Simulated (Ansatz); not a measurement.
Ni (slab)

```xyz
4
Lattice="2.4488 0.0000 0.0000 -1.2244 2.1207 0.0000 0.0000 0.0000 22.9984" Properties=species:S:1:pos:R:3 pbc="T T T"
Ni    1.2244    0.7069    8.5000
Ni    0.0000    1.4138   10.4994
Ni    0.0000    0.0000   12.4876
Ni    1.2244    0.7069   14.4609
```

Spin-polarised.

All numbers below come from DFT PBEsol, scalar-relativistic, plane waves, PAW in Ansatz.

Core electrons are frozen (PAW), and the valence fields are smoothed inside the atomic spheres.

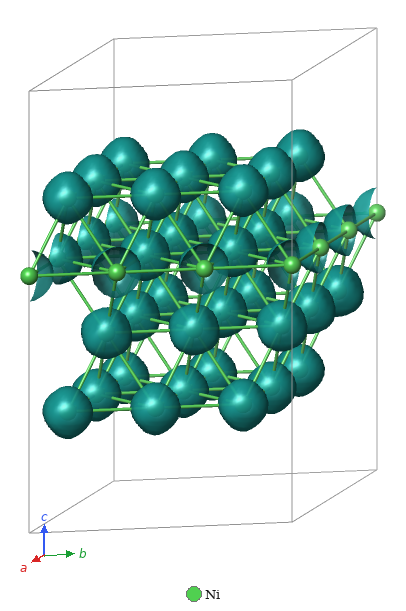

Figure 1. Isosurface of the spin density (up minus down) at +0.1 e/Å³ (teal), seen slightly off an axis. Sticks mark near contacts.

Question: Where is the spin, and how is it ordered?

Answer: The spin density sits on Ni: +0.7 μB (×4) in one cell of 4 atoms: parallel main moments (a ferromagnetic arrangement) in this solution. The cell of the calculation (4 atoms) carries 2.6 μB of net spin moment.

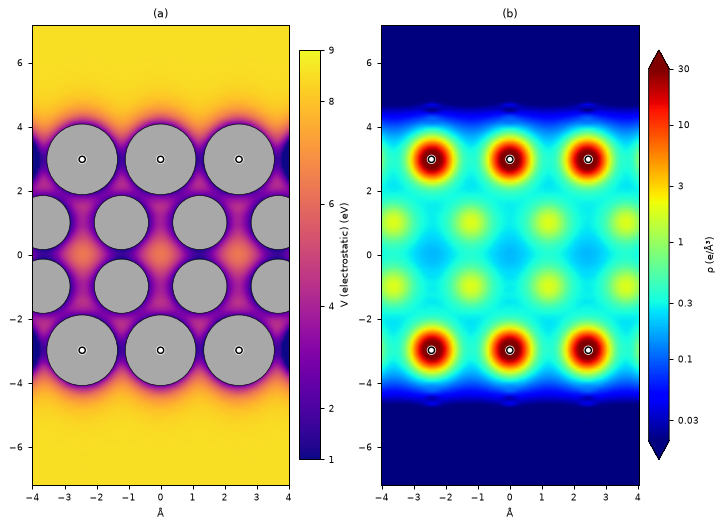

Figure 2. (a) electrostatic potential energy of an electron; (b) valence electron density on the (010) plane of the calculation cell, a cut from vacuum to vacuum. Circles mark the nuclei in the plane (Ni). Grey discs cover the atomic cores in the potential map.

Question: What do the fields say about this system?

Answer: The section cuts through Ni sites.
Atoms just off the plane (Ni, 0.7 Å away) can leave unmarked features too.
Ni–Ni (2.45 Å): the density is about 0.36 e/Å³ at the midpoint.
The density dies away to nearly zero in the vacuum.
Outside the cores the potential energy rises away from the atoms and is highest in the vacuum; its zero is arbitrary.

Question: Does the calculation make it a metal, or give it a gap?

Answer: It is gapless in this calculation (a metal or semimetal).
